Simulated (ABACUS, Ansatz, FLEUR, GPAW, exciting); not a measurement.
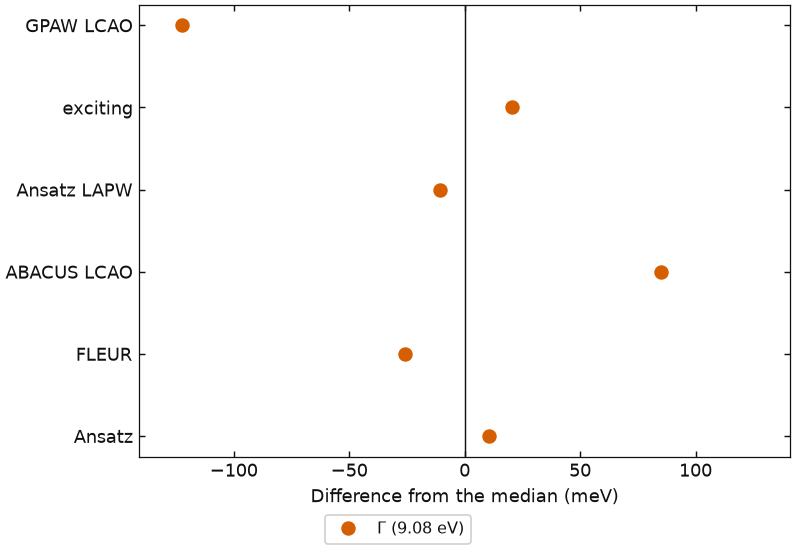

Lowest conduction level at Γ, counted from the valence-band top at Γ, for rocksalt LiF, space group Fm-3m, 2 atoms in the primitive cell; cubic a = 4.028 Å. Six runs by five programs used PBE (no spin polarisation, no spin-orbit coupling) on the same cell and 11×11×11 k mesh. The plot shows each result less the median of the plane-wave and all-electron runs, which the legend gives.

> How well do the programs agree?

The plane-wave and all-electron programs (Ansatz, FLEUR, exciting and Ansatz LAPW) agree within 47 meV at this point. GPAW LCAO departs by −123 meV (at Γ) and ABACUS LCAO departs by +85 meV (at Γ).

| program | kind | valence electrons | Γ (eV) |
| --- | --- | --- | --- |
| Ansatz | plane waves | 10 | 9.089 |
| FLEUR | all-electron | – | 9.052 |
| ABACUS LCAO | local basis | 10 | 9.163 |
| Ansatz LAPW | all-electron | – | 9.067 |
| exciting | all-electron | – | 9.099 |
| GPAW LCAO | local basis | 8 | 8.956 |

Settings. Ansatz PAW, 420 eV cutoff, Fermi-Dirac smearing of 0.05 eV (Ansatz 0.2.0). all-electron, Fermi-Dirac smearing of 0.05 eV (FLEUR). PseudoDojo NC SR 0.4.1 PBE standard, DZP LCAO (the cutoffs set its grid) basis, Fermi-Dirac smearing of 0.05 eV (ABACUS 3.10.1). all-electron LAPW, Fermi-Dirac smearing of 0.05 eV (Ansatz 0.2.0). all-electron LAPW+lo, shipped species files, valence relativity zora, Fermi-Dirac smearing of 0.05 eV (exciting sodium). GPAW PAW data sets (gpaw-data 1.2.1), lcao:dzp basis, Fermi-Dirac smearing of 0.05 eV (GPAW).

LDA, GGA and most meta-GGA functionals understate gaps. GPAW LCAO and ABACUS LCAO: the basis of atomic orbitals isn't converged, which shifts gaps and empty levels. ABACUS LCAO: the atomic orbitals were generated for these runs and aren't a published set.
